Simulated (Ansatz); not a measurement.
Geometry relaxation of Sr8Ti8O23 (charge +2) (part 3 of 3)

The same run, continued: Sr8Ti8O23 (defect cell, 39 atoms in the cell, total charge +2); DFT PBEsol, scalar-relativistic, plane waves, PAW, no spin polarisation (Ansatz 0.2.0); cutoff 420 eV, 2×2×2 k-mesh, Gaussian smearing of 0.02 eV. The structure derives from a Materials Project entry. It belongs to a series of runs on one base structure; here: O after trading places with the vacancy, charge +2, atoms relaxed.

Trajectory as extended XYZ, continued:
```
39
Lattice="0.0000 -7.7823 0.0000 0.0000 0.0000 -7.7823 7.7823 0.0000 0.0000" Properties=species:S:1:pos:R:3:forces:R:3 step=2 energy=-60718.09874
Sr    4.0289    0.0000    0.1378   -0.5091   0.0000  -0.5091
Sr    4.0289    0.0000   -4.0289   -0.5091   0.0000   0.5091
Sr    3.9337   -3.8911    0.0426   -0.0170   0.0000  -0.0170
Sr    3.9337   -3.8911   -3.9337   -0.0170   0.0000   0.0170
Sr   -0.1378    0.0000    0.1378    0.5091   0.0000  -0.5091
Sr   -0.1378    0.0000   -4.0289    0.5091   0.0000   0.5091
Sr   -0.0426   -3.8911    0.0426    0.0170   0.0000  -0.0170
Sr   -0.0426   -3.8911   -3.9337    0.0170   0.0000   0.0170
Ti    1.9456   -2.0400   -1.9456    0.0000  -1.4078   0.0000
Ti    1.9456   -1.9384   -5.8367    0.0000   0.3271   0.0000
Ti    1.9456   -5.7422   -1.9456    0.0000   1.4078   0.0000
Ti    1.9456   -5.8439   -5.8367    0.0000  -0.3271   0.0000
Ti    5.8367   -1.9384   -1.9456    0.0000   0.3271   0.0000
Ti    5.8367   -1.9488   -5.8367    0.0000  -0.9690   0.0000
Ti    5.8367   -5.8439   -1.9456    0.0000  -0.3271   0.0000
Ti    5.8367   -5.8335   -5.8367    0.0000   0.9690   0.0000
O     3.8628   -1.8870   -1.9456   -0.4231   0.3763   0.0000
O     1.9456    0.0000   -5.8367    0.0000   0.0000   0.0000
O     1.9456   -3.8911   -1.9456    0.0000   0.0000   0.0000
O     1.9456   -3.8911   -5.8367    0.0000   0.0000   0.0000
O     5.8367    0.0000   -1.9456    0.0000   0.0000   0.0000
O     5.8367    0.0000   -5.8367    0.0000   0.0000   0.0000
O     5.8367   -3.8911   -1.9456    0.0000   0.0000   0.0000
O     5.8367   -3.8911   -5.8367    0.0000   0.0000   0.0000
O     1.9456   -1.8870   -3.8628    0.0000   0.3763   0.4231
O     1.9456   -1.8870   -7.8106    0.0000   0.3763  -0.4231
O     1.9456   -5.8952   -3.8628    0.0000  -0.3763   0.4231
O     1.9456   -5.8952   -7.8106    0.0000  -0.3763  -0.4231
O     5.8367   -1.9432   -3.8844    0.0000   0.0106  -0.3502
O     5.8367   -1.9432   -7.7890    0.0000   0.0106   0.3502
O     5.8367   -5.8391   -3.8844    0.0000  -0.0106  -0.3502
O     5.8367   -5.8391   -7.7890    0.0000  -0.0106   0.3502
O     0.0283   -1.8870   -1.9456    0.4231   0.3763   0.0000
O     0.0068   -1.9432   -5.8367   -0.3502   0.0106   0.0000
O     0.0283   -5.8952   -1.9456    0.4231  -0.3763   0.0000
O     0.0068   -5.8391   -5.8367   -0.3502  -0.0106   0.0000
O     3.8844   -1.9432   -5.8367    0.3502   0.0106   0.0000
O     3.8628   -5.8952   -1.9456   -0.4231  -0.3763   0.0000
O     3.8844   -5.8391   -5.8367    0.3502  -0.0106   0.0000
39
Lattice="0.0000 -7.7823 0.0000 0.0000 0.0000 -7.7823 7.7823 0.0000 0.0000" Properties=species:S:1:pos:R:3:forces:R:3 step=3 energy=-60718.35393
Sr    4.0020    0.0000    0.1109   -0.2405   0.0000  -0.2405
Sr    4.0020    0.0000   -4.0020   -0.2405   0.0000   0.2405
Sr    3.9325   -3.8911    0.0414    0.0699   0.0000   0.0699
Sr    3.9325   -3.8911   -3.9325    0.0699   0.0000  -0.0699
Sr   -0.1109    0.0000    0.1109    0.2405   0.0000  -0.2405
Sr   -0.1109    0.0000   -4.0020    0.2405   0.0000   0.2405
Sr   -0.0414   -3.8911    0.0414   -0.0699   0.0000   0.0699
Sr   -0.0414   -3.8911   -3.9325   -0.0699   0.0000  -0.0699
Ti    1.9456   -2.0694   -1.9456    0.0000  -0.3072   0.0000
Ti    1.9456   -1.9278   -5.8367    0.0000   0.2159   0.0000
Ti    1.9456   -5.7129   -1.9456    0.0000   0.3072   0.0000
Ti    1.9456   -5.8545   -5.8367    0.0000  -0.2159   0.0000
Ti    5.8367   -1.9278   -1.9456    0.0000   0.2159   0.0000
Ti    5.8367   -1.9638   -5.8367    0.0000  -0.0183   0.0000
Ti    5.8367   -5.8545   -1.9456    0.0000  -0.2159   0.0000
Ti    5.8367   -5.8185   -5.8367    0.0000   0.0183   0.0000
O     3.8499   -1.8597   -1.9456   -0.1514   0.1986   0.0000
O     1.9456    0.0000   -5.8367    0.0000   0.0000   0.0000
O     1.9456   -3.8911   -1.9456    0.0000   0.0000   0.0000
O     1.9456   -3.8911   -5.8367    0.0000   0.0000   0.0000
O     5.8367    0.0000   -1.9456    0.0000   0.0000   0.0000
O     5.8367    0.0000   -5.8367    0.0000   0.0000   0.0000
O     5.8367   -3.8911   -1.9456    0.0000   0.0000   0.0000
O     5.8367   -3.8911   -5.8367    0.0000   0.0000   0.0000
O     1.9456   -1.8597   -3.8499    0.0000   0.1986   0.1514
O     1.9456   -1.8597   -7.8234    0.0000   0.1986  -0.1514
O     1.9456   -5.9225   -3.8499    0.0000  -0.1986   0.1514
O     1.9456   -5.9225   -7.8234    0.0000  -0.1986  -0.1514
O     5.8367   -1.9364   -3.8912    0.0000  -0.1261   0.0085
O     5.8367   -1.9364   -7.7822    0.0000  -0.1261  -0.0085
O     5.8367   -5.8459   -3.8912    0.0000   0.1261   0.0085
O     5.8367   -5.8459   -7.7822    0.0000   0.1261  -0.0085
O     0.0412   -1.8597   -1.9456    0.1514   0.1986   0.0000
O     0.0000   -1.9364   -5.8367    0.0085  -0.1261   0.0000
O     0.0412   -5.9225   -1.9456    0.1514  -0.1986   0.0000
O     0.0000   -5.8459   -5.8367    0.0085   0.1261   0.0000
O     3.8912   -1.9364   -5.8367   -0.0085  -0.1261   0.0000
O     3.8499   -5.9225   -1.9456   -0.1514  -0.1986   0.0000
O     3.8912   -5.8459   -5.8367   -0.0085   0.1261   0.0000
39
Lattice="0.0000 -7.7823 0.0000 0.0000 0.0000 -7.7823 7.7823 0.0000 0.0000" Properties=species:S:1:pos:R:3:forces:R:3 step=5 energy=-60718.47650
Sr    3.9590    0.0000    0.0678   -0.0024   0.0000  -0.0024
Sr    3.9590    0.0000   -3.9590   -0.0024   0.0000   0.0024
Sr    3.9594   -3.8911    0.0683   -0.0017   0.0000  -0.0017
Sr    3.9594   -3.8911   -3.9594   -0.0017   0.0000   0.0017
Sr   -0.0678    0.0000    0.0678    0.0024   0.0000  -0.0024
Sr   -0.0678    0.0000   -3.9590    0.0024   0.0000   0.0024
Sr   -0.0683   -3.8911    0.0683    0.0017   0.0000  -0.0017
Sr   -0.0683   -3.8911   -3.9594    0.0017   0.0000   0.0017
Ti    1.9456   -2.0735   -1.9456    0.0000  -0.0023   0.0000
Ti    1.9456   -1.9158   -5.8367    0.0000   0.0056   0.0000
Ti    1.9456   -5.7088   -1.9456    0.0000   0.0023   0.0000
Ti    1.9456   -5.8665   -5.8367    0.0000  -0.0056   0.0000
Ti    5.8367   -1.9158   -1.9456    0.0000   0.0056   0.0000
Ti    5.8367   -1.9483   -5.8367    0.0000  -0.0100   0.0000
Ti    5.8367   -5.8665   -1.9456    0.0000  -0.0056   0.0000
Ti    5.8367   -5.8339   -5.8367    0.0000   0.0100   0.0000
O     3.8399   -1.8019   -1.9456   -0.0308   0.0070   0.0000
O     1.9456    0.0000   -5.8367    0.0000   0.0000   0.0000
O     1.9456   -3.8911   -1.9456    0.0000   0.0000   0.0000
O     1.9456   -3.8911   -5.8367    0.0000   0.0000   0.0000
O     5.8367    0.0000   -1.9456    0.0000   0.0000   0.0000
O     5.8367    0.0000   -5.8367    0.0000   0.0000   0.0000
O     5.8367   -3.8911   -1.9456    0.0000   0.0000   0.0000
O     5.8367   -3.8911   -5.8367    0.0000   0.0000   0.0000
O     1.9456   -1.8019   -3.8399    0.0000   0.0070   0.0308
O     1.9456   -1.8019   -7.8335    0.0000   0.0070  -0.0308
O     1.9456   -5.9804   -3.8399    0.0000  -0.0070   0.0308
O     1.9456   -5.9804   -7.8335    0.0000  -0.0070  -0.0308
O     5.8367   -1.9585   -3.8883    0.0000  -0.0079   0.0128
O     5.8367   -1.9585   -7.7850    0.0000  -0.0079  -0.0128
O     5.8367   -5.8238   -3.8883    0.0000   0.0079   0.0128
O     5.8367   -5.8238   -7.7850    0.0000   0.0079  -0.0128
O     0.0512   -1.8019   -1.9456    0.0308   0.0070   0.0000
O     0.0028   -1.9585   -5.8367    0.0128  -0.0079   0.0000
O     0.0512   -5.9804   -1.9456    0.0308  -0.0070   0.0000
O     0.0028   -5.8238   -5.8367    0.0128   0.0079   0.0000
O     3.8883   -1.9585   -5.8367   -0.0128  -0.0079   0.0000
O     3.8399   -5.9804   -1.9456   -0.0308  -0.0070   0.0000
O     3.8883   -5.8238   -5.8367   -0.0128   0.0079   0.0000
39
Lattice="0.0000 -7.7823 0.0000 0.0000 0.0000 -7.7823 7.7823 0.0000 0.0000" Properties=species:S:1:pos:R:3:forces:R:3 step=6 energy=-60718.47680
Sr    3.9580    0.0000    0.0669   -0.0018   0.0000  -0.0018
Sr    3.9580    0.0000   -3.9580   -0.0018   0.0000   0.0018
Sr    3.9594   -3.8911    0.0683   -0.0047   0.0000  -0.0047
Sr    3.9594   -3.8911   -3.9594   -0.0047   0.0000   0.0047
Sr   -0.0669    0.0000    0.0669    0.0018   0.0000  -0.0018
Sr   -0.0669    0.0000   -3.9580    0.0018   0.0000   0.0018
Sr   -0.0683   -3.8911    0.0683    0.0047   0.0000  -0.0047
Sr   -0.0683   -3.8911   -3.9594    0.0047   0.0000   0.0047
Ti    1.9456   -2.0732   -1.9456    0.0000  -0.0003   0.0000
Ti    1.9456   -1.9153   -5.8367    0.0000  -0.0003   0.0000
Ti    1.9456   -5.7090   -1.9456    0.0000   0.0003   0.0000
Ti    1.9456   -5.8669   -5.8367    0.0000   0.0003   0.0000
Ti    5.8367   -1.9153   -1.9456    0.0000  -0.0003   0.0000
Ti    5.8367   -1.9488   -5.8367    0.0000   0.0030   0.0000
Ti    5.8367   -5.8669   -1.9456    0.0000   0.0003   0.0000
Ti    5.8367   -5.8334   -5.8367    0.0000  -0.0030   0.0000
O     3.8383   -1.7996   -1.9456    0.0116   0.0014   0.0000
O     1.9456    0.0000   -5.8367    0.0000   0.0000   0.0000
O     1.9456   -3.8911   -1.9456    0.0000   0.0000   0.0000
O     1.9456   -3.8911   -5.8367    0.0000   0.0000   0.0000
O     5.8367    0.0000   -1.9456    0.0000   0.0000   0.0000
O     5.8367    0.0000   -5.8367    0.0000   0.0000   0.0000
O     5.8367   -3.8911   -1.9456    0.0000   0.0000   0.0000
O     5.8367   -3.8911   -5.8367    0.0000   0.0000   0.0000
O     1.9456   -1.7996   -3.8383    0.0000   0.0014  -0.0116
O     1.9456   -1.7996   -7.8351    0.0000   0.0014   0.0116
O     1.9456   -5.9827   -3.8383    0.0000  -0.0014  -0.0116
O     1.9456   -5.9827   -7.8351    0.0000  -0.0014   0.0116
O     5.8367   -1.9598   -3.8875    0.0000  -0.0026  -0.0076
O     5.8367   -1.9598   -7.7859    0.0000  -0.0026   0.0076
O     5.8367   -5.8225   -3.8875    0.0000   0.0026  -0.0076
O     5.8367   -5.8225   -7.7859    0.0000   0.0026   0.0076
O     0.0528   -1.7996   -1.9456   -0.0116   0.0014   0.0000
O     0.0036   -1.9598   -5.8367   -0.0076  -0.0026   0.0000
O     0.0528   -5.9827   -1.9456   -0.0116  -0.0014   0.0000
O     0.0036   -5.8225   -5.8367   -0.0076   0.0026   0.0000
O     3.8875   -1.9598   -5.8367    0.0076  -0.0026   0.0000
O     3.8383   -5.9827   -1.9456    0.0116  -0.0014   0.0000
O     3.8875   -5.8225   -5.8367    0.0076   0.0026   0.0000
```

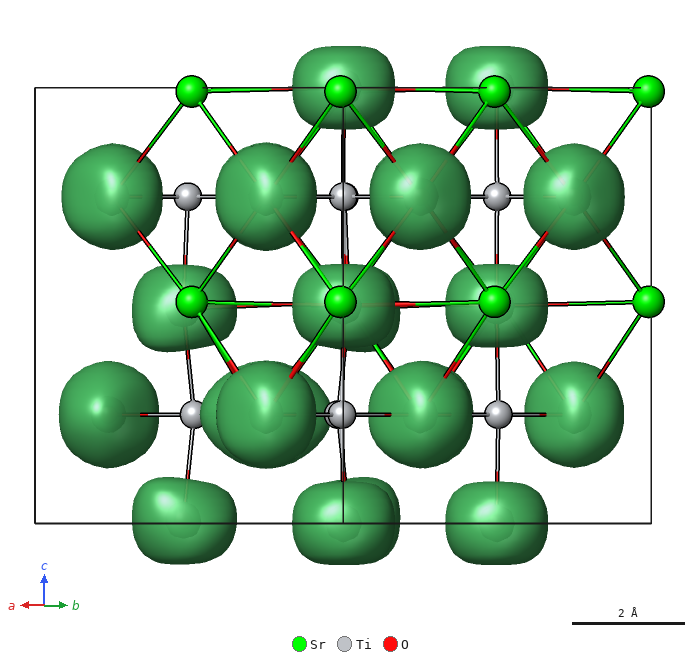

Figure 1. Isosurface of the ELF at 0.65 (green), seen along [110]. Core shells and regions of very low density are left out. Sticks mark near contacts. The outline is the calculation cell. Profiles from the grid: Ti–O (1.82 Å): the ELF is about 0.25 at the midpoint. Sr–O (2.65 Å): the ELF is about 0.05 at the midpoint, as expected for a contact without a shared pair. In a PAW calculation such maps are meaningful between the atoms, not at the nuclei.

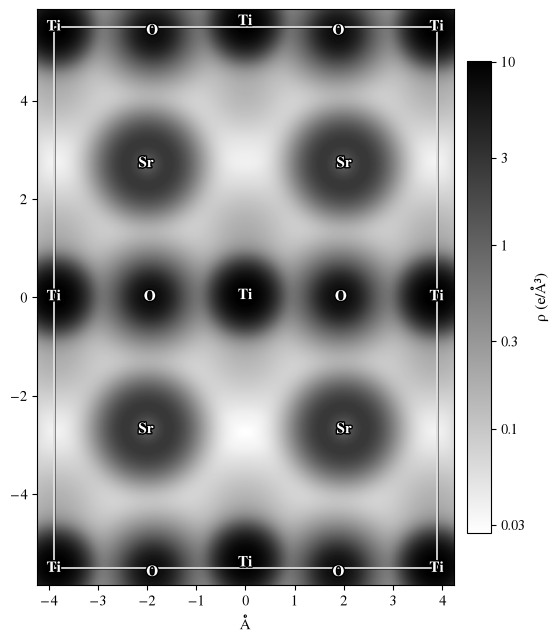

Figure 2. Valence electron density on the (110) plane of the calculation cell. Atoms in the plane: Sr, Ti and O. Ti–O (1.91 Å): the density is about 0.78 e/Å³ at the midpoint. Ti–O (2.00 Å): ρ is about 0.62 e/Å³ halfway. Sr–O (2.70 Å): the density is about 0.16 e/Å³ at the midpoint. Away from the nuclei the density in this plane falls to 0.03 e/Å³ at its lowest.

Results in brief:

| quantity | value |
| --- | --- |
| outcome | converged |
| electrons treated | 312 |
| free energy | −60718.4768 eV |
| Fermi energy | 10.908 eV |
| gap on the k-point mesh | 2.57 eV |
| final volume | 471.32 Å³ |
| largest force (length of the vector) at the end | 0.012 eV/Å |
| wall time | 30 s (CPU time 2 min) |
| peak memory | 0.88 GiB |
